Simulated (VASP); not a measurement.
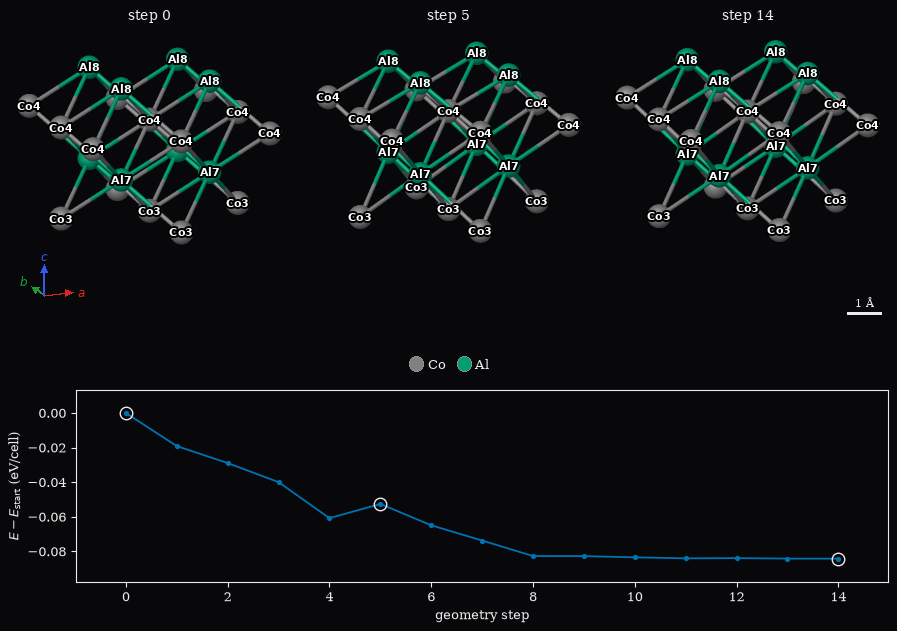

Frames of a relaxation of a slab of composition AlCo, marked on the history of the run. Style: ball-and-stick. Shown: the atoms within 4.2 Å of the atom that moves most (axes of the 3 × 3 repeat of the cell, outlined in the plane, without the vacuum), slightly off an axis.

The run lets the atoms move in a fixed cell. 4 atoms are held fixed.

Theory: Kohn-Sham DFT of a periodic cell, RPBE, VASP PAW PBE potentials, recommended in VASP.

The input:
```
SYSTEM = AlCo
PREC = Accurate
ENCUT = 520
EDIFF = 1E-6
ISMEAR = -1
SIGMA = 0.05
LREAL = .FALSE.
LASPH = .TRUE.
NELM = 150
ALGO = Normal
ISIF = 2
LWAVE = .FALSE.
LCHARG = .FALSE.
ISPIN = 2
MAGMOM = 2 2 2 2 0 0 0 0
LORBIT = 11
LMAXMIX = 4
LDIPOL = .TRUE.
IDIPOL = 3
DIPOL = 0.5 0.5 0.500
GGA = RP
IBRION = 2
NSW = 40
EDIFFG = -0.01
```

Command:
```bash
cat potpaw_PBE.64/Co/POTCAR potpaw_PBE.64/Al/POTCAR > POTCAR
mpirun -np 1 vasp_std > vasp.out
```

Question: Describe the path.

Answer: After 14 geometry steps the energy has fallen by 84.1 meV per cell of the calculation. Largest force component: 0.7 eV/Å at the start, 0.6 eV/Å at the end. The largest move is that of Co4, 0.25 Å along the normal (+c). Largest moves by element: Co 0.25 Å, Al 0.23 Å. The cell doesn't change. Among the contacts that change: Co4–Al7 2.442 → 2.514 Å, Co3–Al7 2.442 → 2.475 Å, Co4–Al8 2.442 → 2.431 Å. From step 0 to 5: Co4 moves most (0.27 Å), energy −52.5 meV per cell of the calculation. From step 5 to 14: Al7 moves most (0.06 Å), energy −31.6 meV per cell of the calculation.

```tsv
step	E − E(0), meV/atom	largest force component, eV/Å
0	0.00	0.7018
1	-2.39	0.6126
2	-3.61	0.6086
3	-4.99	0.6055
4	-7.59	0.5997
5	-6.57	0.6830
6	-8.11	0.5992
7	-9.21	0.5983
8	-10.33	0.5984
9	-10.33	0.5983
10	-10.42	0.5990
11	-10.49	0.6003
12	-10.48	0.6032
13	-10.51	0.6017
14	-10.52	0.6018
```
